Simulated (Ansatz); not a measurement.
**Ta$_{4}$N (slab): density, localisation and related maps**

```
Ta N
1.0
     2.95259    0.00000    0.00000
    -1.47629    2.55702    0.00000
     0.00000    0.00000   26.23233
Ta N
4 1
Direct
  0.66667 0.33333 0.32403
  0.33333 0.66667 0.41593
  0.00000 0.00000 0.50966
  0.66667 0.33333 0.59948
  0.66667 0.33333 0.66607
```

Computed without spin polarisation.

These are results of DFT PBEsol, scalar-relativistic, plane waves, PAW in Ansatz, not measurements.

The density is the valence pseudo-density of a PAW calculation; it isn't the true density close to the nuclei.

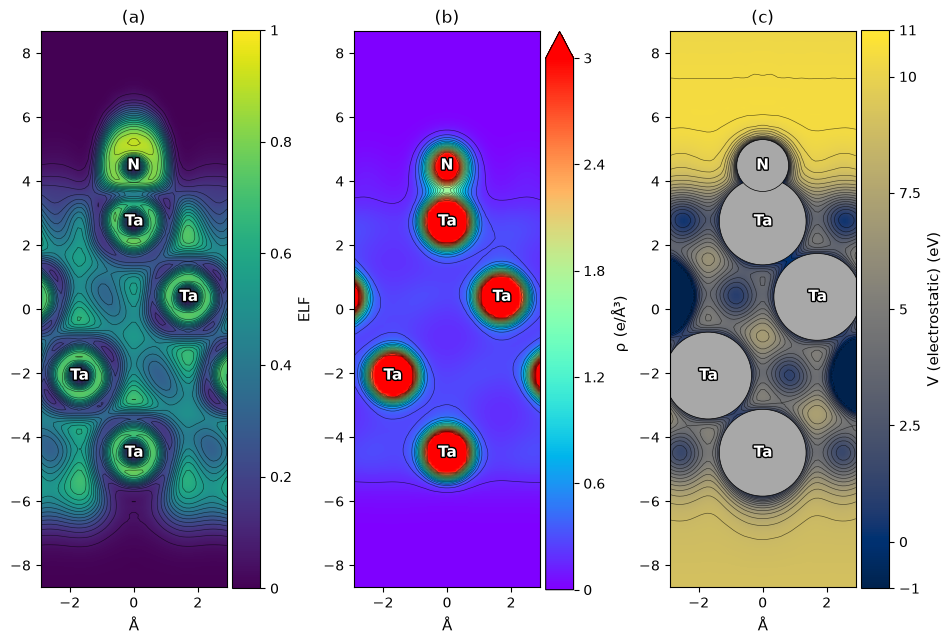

Figure 1. (a) ELF; (b) valence electron density; (c) electrostatic potential (local pseudopotential plus Hartree) felt by an electron on the (110) plane of the calculation cell, a cut from vacuum to vacuum. Grey discs cover the atomic cores in the potential map.

Interpret the plot.

Answer. The section cuts through Ta and N sites. Ta–N (1.75 Å): the density is about 1.8 e/Å³ at the midpoint; the ELF peaks at about 0.75 in the valence shell of N, 0.5 Å from its nucleus, and drops to about 0.40 between the two atoms. Ta–Ta (2.91 Å): ρ is about 0.28 e/Å³ halfway; the ELF is about 0.25 at the midpoint; no shared electron pair shows on this line. Ta–Ta (2.95 Å): ρ at the midpoint is about 0.29 e/Å³; the ELF is about 0.35 at the midpoint. The density dies away to nearly zero in the vacuum. The features right at Ta lie inside the PAW spheres, where the map follows smoothed inner orbitals and isn't to be read closely.

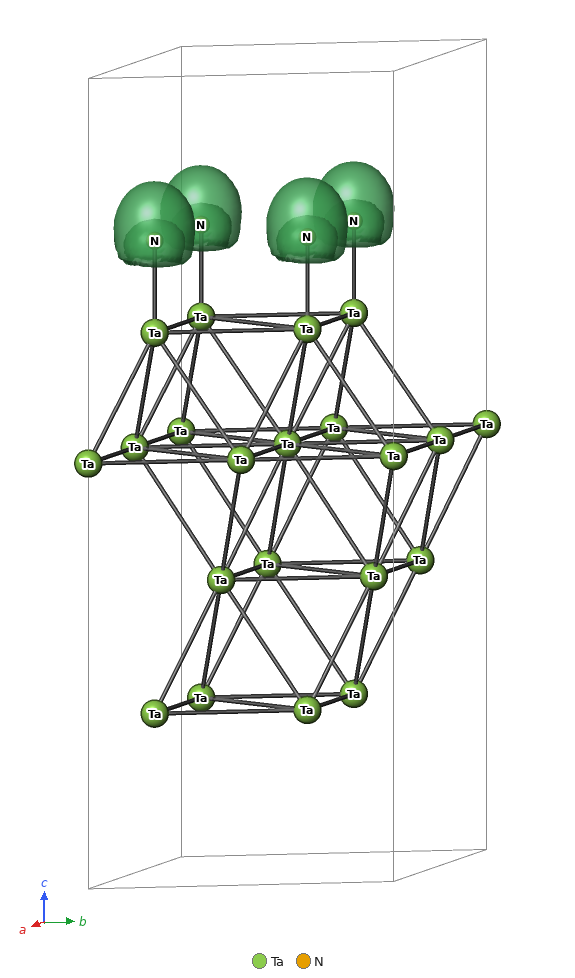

Figure 2. Isosurface of the electron localisation function at 0.8 (green), seen slightly off an axis. Core shells and regions of very low density are left out. Sticks mark near contacts.

Identify the bonds, lone pairs and shells in this picture.

Answer. The ELF exceeds this value in one lobe on N, pointing away from the bonds (lone pairs), counted in one cell of 5 atoms. Counts are for one cell; the picture repeats the cell along the surface.

Metal or insulator at this level of theory?

Answer. It is metallic or semimetallic at this level of theory: no gap opens.
